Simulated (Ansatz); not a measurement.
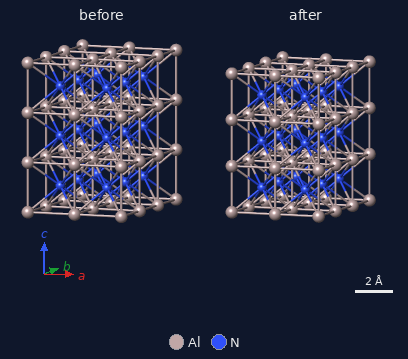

The structure of crystalline AlN (built on the caesium chloride_221 type) (coarse preliminary run) before (left) and after (right) a relaxation, at one scale.

Style: ball-and-stick. Shown: the cell of the calculation, repeated 2 × 3 × 3 with one cell outlined, slightly off an axis.

Case: caesium chloride type (Pm-3m, No. 221).

These are results of Ansatz, DFT r2SCAN, scalar-relativistic, plane waves, PAW, not measurements.

Input file:
```yaml
crystal:
  lattice:
    - [2.7836137326, 0.0, 0.0]
    - [0.0, 2.7836137326, 0.0]
    - [0.0, 0.0, 2.7836137326]
  atoms:
    - { symbol: Al, position: [0.0, 0.0, 0.0] }
    - { symbol: "N", position: [0.5, 0.5, 0.5] }
basis:
  ecutwfc: 500
kpoints:
  mp_grid: { grid: [6, 6, 6] }
hamiltonian:
  xc: r2scan
scf:
  occupations: { method: gaussian, width: 0.1 }
  lower_state_search: "off"
output:
  forces: true
  stress: true
  eigenvalues: true
relax:
  adjacent_minimum: "off"
  f_tol: 0.04
  max_steps: 70
  cell: { stress_tol: 0.4 }
```

Command:
```bash
ansatz run input.yaml --threads 1 --pin off --max-ram 3072MiB --backend cpu --events-out ev --progress --plain --runs-dir out
```

Q: Describe what moved and what it gained.

A: No atom moves by more than 0.005 Å relative to the cell. The volume changes by −20.0 %, with a = b = c 2.784 → 2.584 Å (−7.2 %). Among the contacts that change: Al1–Al1 2.784 → 2.584 Å, Al1–N2 2.411 → 2.238 Å. The space group stays Pm-3m (No. 221). Over 4 accepted moves (5 points after the start) the energy falls by 0.497 eV per cell of the calculation. All forces vanish by symmetry, so only the cell relaxes. Pressure: −30.42 GPa at the start and 0.02 GPa at the end. At 1 point the geometry stayed and the basis and grid were re-selected for the new cell (energy shift of 1.6 meV per cell of the calculation at most each time). Cost: 6.5 s on 1 thread of Arm Neoverse V2, with other jobs on the host, peak memory 0.32 GiB.

Limits of the set-up: the k-point mesh is coarse for a cell with partly filled bands.
